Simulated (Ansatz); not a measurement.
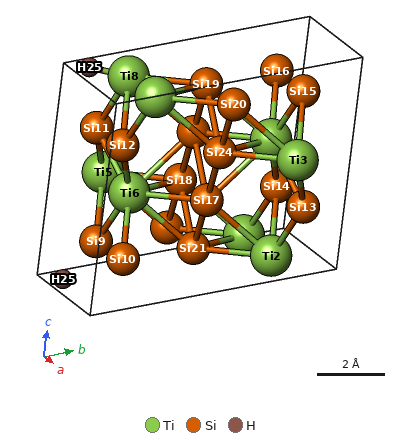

The structure as given in the input (ball-and-stick view of the cell of the calculation, seen slightly off an axis; atoms are numbered from 1 in the order of the input). An atom can appear more than once, as a periodic image.

Nudged elastic band, with input and output: Ti₈Si₁₆H (part 1 of 3)

System: Ti₈Si₁₆H (defect cell, 25 atoms in the cell).
Method: DFT PBE, scalar-relativistic, plane waves, PAW, no spin polarisation (Ansatz 0.2.0).

The structure derives from a Materials Project entry. It belongs to a series of runs on one base structure; here: climbing-image band for the jump of H by 2.14 A. Figures and captions count atoms from 1; the log counts them from 0 in places.

Input
```yaml
crystal:
  lattice:
    - [0.0, 0.0, -7.1584442808]
    - [-1.7738039275, -6.7803428759, -3.5792221404]
    - [-7.0952157102, 0.0, -3.5792221404]
  atoms:
    - { symbol: Ti, position: [0.2038789101, 0.7898799105, 0.0525776955] }
    - { symbol: Ti, position: [0.7022952132, 0.7935927238, 0.0518801417] }
    - { symbol: Ti, position: [0.9528755917, 0.7936830686, 0.550738524] }
    - { symbol: Ti, position: [0.451906936, 0.793500352, 0.5528276657] }
    - { symbol: Ti, position: [0.0468375094, 0.2082136236, 0.4479065147] }
    - { symbol: Ti, position: [0.5471718309, 0.208182476, 0.4479713786] }
    - { symbol: Ti, position: [0.799897418, 0.2066577862, 0.9480619174] }
    - { symbol: Ti, position: [0.2954783975, 0.2067789784, 0.9480510872] }
    - { symbol: Si, position: [0.456317855, 0.1174246578, 0.2200618351] }
    - { symbol: Si, position: [0.9495329404, 0.1197980246, 0.2312722382] }
    - { symbol: Si, position: [0.2108015882, 0.1202659708, 0.7082558301] }
    - { symbol: Si, position: [0.7057190738, 0.1177084982, 0.7209901489] }
    - { symbol: Si, position: [0.7939571258, 0.87964822, 0.2808796503] }
    - { symbol: Si, position: [0.2956196272, 0.879680095, 0.2809143565] }
    - { symbol: Si, position: [0.5460212655, 0.8800180515, 0.7795296352] }
    - { symbol: Si, position: [0.0445460707, 0.8799961918, 0.7795975042] }
    - { symbol: Si, position: [0.6868998651, 0.5010266646, 0.3752808212] }
    - { symbol: Si, position: [0.1876547474, 0.4997595741, 0.37506219] }
    - { symbol: Si, position: [0.4380191648, 0.4991245461, 0.8751111517] }
    - { symbol: Si, position: [0.9361184316, 0.5037252946, 0.874007526] }
    - { symbol: Si, position: [0.563111671, 0.5000733168, 0.125058872] }
    - { symbol: Si, position: [0.0618499473, 0.5001996481, 0.1249602281] }
    - { symbol: Si, position: [0.3123452526, 0.500755165, 0.6247246236] }
    - { symbol: Si, position: [0.8123305508, 0.5007357526, 0.6246570556] }
    - { symbol: H, position: [0.092422858, 0.0870956309, 0.9782111515] }
basis:
  ecutwfc: 420
  xc_grid: 2
kpoints:
  mp_grid: { grid: [4, 4, 4], shift: [0.0, 0.0, 0.0] }
hamiltonian:
  xc: pbe
scf:
  occupations: { method: gaussian, width: 0.1 }
output:
  forces: true
neb:
  images: 5
  f_tol: 0.05
  max_iterations: 70
  order_check: false
  final_atoms:
    - { symbol: Ti, position: [0.2045216025, 0.7932210216, 0.0519489128] }
    - { symbol: Ti, position: [0.700102582, 0.7933422138, 0.0519380826] }
    - { symbol: Ti, position: [0.9528281691, 0.791817524, 0.5520286214] }
    - { symbol: Ti, position: [0.4531624906, 0.7917863764, 0.5520934853] }
    - { symbol: Ti, position: [0.048093064, 0.206499648, 0.4471723343] }
    - { symbol: Ti, position: [0.5471244083, 0.2063169314, 0.449261476] }
    - { symbol: Ti, position: [0.7977047868, 0.2064072762, 0.9481198583] }
    - { symbol: Ti, position: [0.2961210899, 0.2101200895, 0.9474223045] }
    - { symbol: Si, position: [0.4554539293, 0.1200038082, 0.2204024958] }
    - { symbol: Si, position: [0.9539787345, 0.1199819485, 0.2204703648] }
    - { symbol: Si, position: [0.2043803728, 0.120319905, 0.7190856435] }
    - { symbol: Si, position: [0.7060428742, 0.12035178, 0.7191203497] }
    - { symbol: Si, position: [0.7942809262, 0.8822915018, 0.2790098511] }
    - { symbol: Si, position: [0.2891984118, 0.8797340292, 0.2917441699] }
    - { symbol: Si, position: [0.5504670596, 0.8802019754, 0.7687277618] }
    - { symbol: Si, position: [0.043682145, 0.8825753422, 0.7799381649] }
    - { symbol: Si, position: [0.6876694492, 0.4992642474, 0.3753429444] }
    - { symbol: Si, position: [0.1876547474, 0.499244835, 0.3752753764] }
    - { symbol: Si, position: [0.4381500527, 0.4998003519, 0.8750397719] }
    - { symbol: Si, position: [0.936888329, 0.4999266832, 0.874941128] }
    - { symbol: Si, position: [0.5638815684, 0.4962747054, 0.125992474] }
    - { symbol: Si, position: [0.0619808352, 0.5008754539, 0.1248888483] }
    - { symbol: Si, position: [0.3123452526, 0.5002404259, 0.62493781] }
    - { symbol: Si, position: [0.8131001349, 0.4989733354, 0.6247191788] }
    - { symbol: H, position: [0.407577142, -0.0870956309, 1.0217888485] }
```

Hardware: 4 threads of Arm Neoverse V1, 24 GiB of memory available, shared host.

Launch command:
```bash
ansatz run input.yaml --threads 4 --pin off --max-ram 10240MiB --backend cpu --events-out ev --progress --plain --runs-dir out
```

The program's output
```
Warning: neb: disabling space-group detection — the band's intermediate images generally break the endpoint symmetry, so no spatial operation reduces the k-mesh or symmetrises the density, except that a semilocal band can use its path's symmetry ahead of convergence; time reversal is kept, so that k and −k are solved as one point where they differ and the mesh holds both, and exact exchange and, on two spinor components, a DFT+U term hold to it where the run has them: on two components no moment then forms, and a state that bears one, which a typed moment (crystal.atoms[].spin; refused beside efield: under a hybrid functional) reaches, can lie lower, under hf by electronvolts; crystal.symmetry.detect: false (a key that needs symmetry detection or time reversal refuses this as the deck is read) with time_reversal: false beside it drops time reversal too
Engine: ansatz 0.2.0, aarch64-unknown-linux-gnu
Pseudopotentials: kind: paw
Pseudopotential: Ti, paw, valence charge 12, recommended cutoff 420 eV (normal), Ti.paw.azcp
Pseudopotential: Si, paw, valence charge 4, recommended cutoff 420 eV (normal), Si.paw.azcp
Pseudopotential: H, paw, valence charge 1, recommended cutoff 420 eV (normal), H.paw.azcp
Functional definition: PBE
  parameter kappa = 0.804
  parameter beta = 0.06672455060314922
  exchange = pbe_x(kappa = kappa, mu = beta*pi^2/3)
  correlation = pbe_c(beta = beta)
parallel-image band execution: 4 concurrent image workers
NEB image 0
Crystal: 25 atoms, lattice volume = 344.378 Å³
Basis set: ecut = 420 eV, 6739 PW (Γ), exchange–correlation on 96×108×108 points (8 copies of the dense FFT grid, shifted against one another)
Bands: 106, of which v1, the nominal top of the filled ones, is band 81 counted from 1 (80 counted from 0)
Symmetry: 1 space group operations
k-points: 36 of 64 (time reversal used)
Non-local potential: Ti, projectors of the file, l = 0: 3, l = 1: 2, l = 2: 3, l = 3: 1
Non-local potential: Si, projectors of the file, l = 0: 2, l = 1: 2, l = 2: 2
Non-local potential: H, projectors of the file, l = 0: 2, l = 1: 1
PAW form: soft (Blöchl's): semilocal exchange-correlation on the pseudo side does not see the compensation charge
PAW one-centre angular grid: Ti, 590 points (default); XC on 64 Gauss nodes
PAW one-centre angular grid: Si, 110 points (default); XC on 64 Gauss nodes
PAW one-centre angular grid: H, 110 points (default); XC on 64 Gauss nodes
Initial density: superposition of atomic densities (neutral atoms: chi_scale 0, normalization atom), corrected by the library's trained network
Initial wavefunctions: pseudopotential atomic-orbital guess
Functional: x = pbe(κ = 0.804, μ = 0.2195149727645171), c = pbe(β = 0.06672455060314922)
SCF iter   1: F=—  HF=-30198.573351 eV  |F-HF|=—  |Δ(HF+E_count)|=         —  Δρ=7.17e-3  dr2=2.75e-1  ethr=1.77e-3  ⟨swp⟩=7.6  Hψ=17638  notcnv=0
preconditioner: auto → Kerker (q_TF=auto, 2.404 Å⁻¹)  [metal: Δε(μ)=0.016 eV  Ē_g=6.494 eV  σ=0.100 eV  W_gap=0.09  n_scr=76 (ndim 8)  ℏωp=19.7 eV  f_vac=0.000  D(μ)=7.01/eV (n_scr^D=46)]
SCF iter   2: F=—  HF=-30198.544002 eV  |F-HF|=—  |Δ(HF+E_count)|=   2.93e-2  Δρ=2.81e-3  dr2=4.35e-2  ethr=1.71e-4  ⟨swp⟩=2.0  Hψ=4971  notcnv=0  defer=391
SCF iter   3: F=—  HF=-30198.539566 eV  |F-HF|=—  |Δ(HF+E_count)|=   4.44e-3  Δρ=7.29e-4  dr2=3.67e-3  ethr=2.70e-5  ⟨swp⟩=2.0  Hψ=3892  notcnv=0  defer=391
SCF iter   4: F=—  HF=-30198.539221 eV  |F-HF|=—  |Δ(HF+E_count)|=   3.45e-4  Δρ=1.61e-4  dr2=1.53e-4  ethr=2.28e-6  ⟨swp⟩=2.0  Hψ=4215  notcnv=0  defer=391
SCF iter   5: F=—  HF=-30198.539196 eV  |F-HF|=—  |Δ(HF+E_count)|=   2.51e-5  Δρ=3.04e-5  dr2=4.92e-6  ethr=9.51e-8  ⟨swp⟩=2.0  Hψ=4657  notcnv=0  defer=391
SCF iter   6: F=—  HF=-30198.539366 eV  |F-HF|=—  |Δ(HF+E_count)|=   1.70e-4  Δρ=7.72e-6  dr2=3.12e-7  ethr=3.06e-9  ⟨swp⟩=2.1  Hψ=5149  notcnv=0  defer=291
SCF iter   7: F=-30198.539366 eV  HF=-30198.539366 eV  |F-HF|=4.68e-9  |Δ(HF+E_count)|=   4.17e-8  Δρ=1.70e-6  dr2=9.61e-9  ethr=6.21e-11  ⟨swp⟩=4.0  Hψ=11187  notcnv=0
SCF 1 converged in 7 iterations: F = -30198.539366 eV  dr2 = 9.61e-9
  greatest PAW one-centre occupation: 0.999 electrons in one spin orbital (limit 2), on the Ti atom at site 1 (counted from 0), in its partial waves of l = 0
NSCF: frozen V_eff on 36 k-points
NEB image 6
SCF iter   1: F=—  HF=-30198.573293 eV  |F-HF|=—  |Δ(HF+E_count)|=         —  Δρ=7.17e-3  dr2=2.76e-1  ethr=1.77e-3  ⟨swp⟩=7.6  Hψ=17660  notcnv=0
SCF iter   2: F=—  HF=-30198.544005 eV  |F-HF|=—  |Δ(HF+E_count)|=   2.93e-2  Δρ=2.81e-3  dr2=4.34e-2  ethr=1.71e-4  ⟨swp⟩=2.0  Hψ=4979  notcnv=0  defer=382
SCF iter   3: F=—  HF=-30198.539574 eV  |F-HF|=—  |Δ(HF+E_count)|=   4.43e-3  Δρ=7.29e-4  dr2=3.68e-3  ethr=2.70e-5  ⟨swp⟩=2.0  Hψ=3892  notcnv=0  defer=382
SCF iter   4: F=—  HF=-30198.539220 eV  |F-HF|=—  |Δ(HF+E_count)|=   3.54e-4  Δρ=1.61e-4  dr2=1.53e-4  ethr=2.28e-6  ⟨swp⟩=2.0  Hψ=4226  notcnv=0  defer=382
SCF iter   5: F=—  HF=-30198.539194 eV  |F-HF|=—  |Δ(HF+E_count)|=   2.58e-5  Δρ=3.04e-5  dr2=4.87e-6  ethr=9.52e-8  ⟨swp⟩=2.0  Hψ=4656  notcnv=0  defer=382
SCF iter   6: F=—  HF=-30198.539366 eV  |F-HF|=—  |Δ(HF+E_count)|=   1.72e-4  Δρ=7.74e-6  dr2=3.14e-7  ethr=3.03e-9  ⟨swp⟩=2.1  Hψ=5181  notcnv=0  defer=282
SCF iter   7: F=-30198.539366 eV  HF=-30198.539366 eV  |F-HF|=4.66e-9  |Δ(HF+E_count)|=   4.20e-8  Δρ=1.70e-6  dr2=9.59e-9  ethr=6.21e-11  ⟨swp⟩=4.0  Hψ=11140  notcnv=0
SCF 2 converged in 7 iterations: F = -30198.539366 eV  dr2 = 9.59e-9
[... from here on the iterations of each SCF are left out, up to the last one ...]
NSCF: frozen V_eff on 36 k-points
NEB end point (image 0): max|allowed force component| = 8.888e-3 eV/Å (the criterion of neb.relax_end_points is 1.000e-2)
NEB end point (image 6): max|allowed force component| = 8.888e-3 eV/Å (the criterion of neb.relax_end_points is 1.000e-2)
NEB image 1
preconditioner: auto → Kerker (q_TF=auto, 2.404 Å⁻¹)  [metal: Δε(μ)=0.004 eV  Ē_g=6.488 eV  σ=0.100 eV  W_gap=0.02  n_scr=76 (ndim 8)  ℏωp=19.7 eV  f_vac=0.000  D(μ)=7.01/eV (n_scr^D=46)]
SCF 3 converged in 7 iterations: F = -30198.366783 eV  dr2 = 1.07e-8
NEB image 2
preconditioner: auto → Kerker (q_TF=auto, 2.404 Å⁻¹)  [metal: Δε(μ)=0.005 eV  Ē_g=6.484 eV  σ=0.100 eV  W_gap=0.03  n_scr=76 (ndim 8)  ℏωp=19.7 eV  f_vac=0.000  D(μ)=6.96/eV (n_scr^D=46)]
SCF 4 converged in 7 iterations: F = -30198.125536 eV  dr2 = 1.23e-8
NEB image 3
preconditioner: auto → Kerker (q_TF=auto, 2.404 Å⁻¹)  [metal: Δε(μ)=0.008 eV  Ē_g=6.483 eV  σ=0.100 eV  W_gap=0.05  n_scr=76 (ndim 8)  ℏωp=19.7 eV  f_vac=0.000  D(μ)=7.03/eV (n_scr^D=46)]
SCF 5 converged in 7 iterations: F = -30198.024285 eV  dr2 = 1.24e-8
NEB image 4
SCF 6 converged in 7 iterations: F = -30198.125536 eV  dr2 = 1.23e-8
NEB image 5
SCF 7 converged in 7 iterations: F = -30198.366783 eV  dr2 = 1.07e-8
NEB iter   1: max|band force component| = 7.889e-1 eV/Å  barrier→ = 0.5151 eV  barrier← = 0.5151 eV  Δτ_max = 0.0483 Å  (49 SCF iters)
NEB image 1
Initial density: handed on by an earlier stage of this run
Initial wavefunctions: those handed on with the density
preconditioner: auto → Kerker (q_TF=auto, 2.404 Å⁻¹)  [metal: Δε(μ)=0.010 eV  Ē_g=6.538 eV  σ=0.100 eV  W_gap=0.06  n_scr=76 (ndim 8)  ℏωp=19.7 eV  f_vac=0.000  D(μ)=7.72/eV (n_scr^D=54)]
SCF 8 converged in 6 iterations: F = -30198.382812 eV  dr2 = 2.21e-8
NEB image 2
preconditioner: auto → Kerker (q_TF=auto, 2.404 Å⁻¹)  [metal: Δε(μ)=0.005 eV  Ē_g=6.529 eV  σ=0.100 eV  W_gap=0.03  n_scr=76 (ndim 8)  ℏωp=19.7 eV  f_vac=0.000  D(μ)=7.64/eV (n_scr^D=54)]
SCF 9 converged in 6 iterations: F = -30198.178988 eV  dr2 = 4.07e-8
NEB image 3
preconditioner: auto → Kerker (q_TF=auto, 2.404 Å⁻¹)  [metal: Δε(μ)=0.008 eV  Ē_g=6.525 eV  σ=0.100 eV  W_gap=0.04  n_scr=76 (ndim 8)  ℏωp=19.7 eV  f_vac=0.000  D(μ)=7.62/eV (n_scr^D=54)]
SCF 10 converged in 6 iterations: F = -30198.094260 eV  dr2 = 7.18e-8
NEB image 4
SCF 11 converged in 6 iterations: F = -30198.178988 eV  dr2 = 4.08e-8
NEB image 5
SCF 12 converged in 6 iterations: F = -30198.382812 eV  dr2 = 2.21e-8
NEB iter   2: max|band force component| = 8.713e-2 eV/Å  barrier→ = 0.4451 eV  barrier← = 0.4451 eV  CI = image 3  Δτ_max = 0.0114 Å  (30 SCF iters)
NEB image 1
preconditioner: auto → Kerker (q_TF=auto, 2.404 Å⁻¹)  [metal: Δε(μ)=0.011 eV  Ē_g=6.536 eV  σ=0.100 eV  W_gap=0.06  n_scr=76 (ndim 8)  ℏωp=19.7 eV  f_vac=0.000  D(μ)=7.61/eV (n_scr^D=54)]
SCF 13 converged in 6 iterations: F = -30198.384149 eV  dr2 = 1.80e-9
NEB image 2
preconditioner: auto → Kerker (q_TF=auto, 2.404 Å⁻¹)  [metal: Δε(μ)=0.005 eV  Ē_g=6.525 eV  σ=0.100 eV  W_gap=0.03  n_scr=76 (ndim 8)  ℏωp=19.7 eV  f_vac=0.000  D(μ)=7.58/eV (n_scr^D=54)]
SCF 14 converged in 6 iterations: F = -30198.182701 eV  dr2 = 3.29e-9
NEB image 3
preconditioner: auto → Kerker (q_TF=auto, 2.404 Å⁻¹)  [metal: Δε(μ)=0.011 eV  Ē_g=6.522 eV  σ=0.100 eV  W_gap=0.06  n_scr=76 (ndim 8)  ℏωp=19.7 eV  f_vac=0.000  D(μ)=7.62/eV (n_scr^D=54)]
SCF 15 converged in 6 iterations: F = -30198.099312 eV  dr2 = 4.08e-9
NEB image 4
SCF 16 converged in 6 iterations: F = -30198.182701 eV  dr2 = 3.30e-9
NEB image 5
iter 1 solved again at ethr=7.82e-7 eV; its pass at ethr=3.10e-3 eV (dr2=1.26e-3 eV) is discarded
SCF iter   1: F=—  HF=-30198.384257 eV  |F-HF|=—  |Δ(HF+E_count)|=         —  Δρ=3.97e-4  dr2=1.31e-3  ethr=7.82e-7  ⟨swp⟩=2.0  Hψ=14814  notcnv=0
SCF iter   2: F=—  HF=-30198.384090 eV  |F-HF|=—  |Δ(HF+E_count)|=   1.68e-4  Δρ=2.26e-4  dr2=4.91e-4  ethr=7.82e-7  ⟨swp⟩=1.0  Hψ=3816  notcnv=0
SCF iter   3: F=—  HF=-30198.383991 eV  |F-HF|=—  |Δ(HF+E_count)|=   9.92e-5  Δρ=2.61e-5  dr2=3.92e-6  ethr=3.05e-7  ⟨swp⟩=2.0  Hψ=5178  notcnv=0
SCF iter   4: F=—  HF=-30198.384149 eV  |F-HF|=—  |Δ(HF+E_count)|=   1.59e-4  Δρ=8.98e-6  dr2=4.02e-7  ethr=2.44e-9  ⟨swp⟩=2.2  Hψ=5589  notcnv=0
iter 5 did not close the SCF: its close was put off for the readings that it lacked (scf_convergence_deferred on its scf_iter line)
SCF iter   5: F=-30198.384149 eV  HF=-30198.384149 eV  |F-HF|=2.13e-8  |Δ(HF+E_count)|=   5.91e-8  Δρ=2.46e-6  dr2=2.85e-8  ethr=2.50e-10  ⟨swp⟩=2.3  Hψ=5551  notcnv=0
SCF iter   6: F=-30198.384149 eV  HF=-30198.384149 eV  |F-HF|=1.26e-9  |Δ(HF+E_count)|=   5.92e-9  Δρ=7.19e-7  dr2=1.80e-9  ethr=1.77e-11  ⟨swp⟩=1.9  Hψ=11943  notcnv=0
SCF 17 converged in 6 iterations: F = -30198.384149 eV  dr2 = 1.80e-9
NEB image 1
NSCF: frozen V_eff on 36 k-points
NEB image 2
NSCF: frozen V_eff on 36 k-points
NEB image 4
NSCF: frozen V_eff on 36 k-points
NEB image 5
NSCF: frozen V_eff on 36 k-points
NEB image 3
NSCF: frozen V_eff on 36 k-points
the band table was solved once a step of the walk had ended and its energy, with any forces and stress, was formed, with the checks that follow a solve (15097 applications of the Hamiltonian). They found nothing against the state; the energy, forces and stress were not computed again (output.eigenvalues in the input reference)
NEB iter   3: max|band force component| = 3.222e-2 eV/Å  barrier→ = 0.4401 eV  barrier← = 0.4401 eV  CI = image 3  Δτ_max = 0.0000 Å  (30 SCF iters)
```
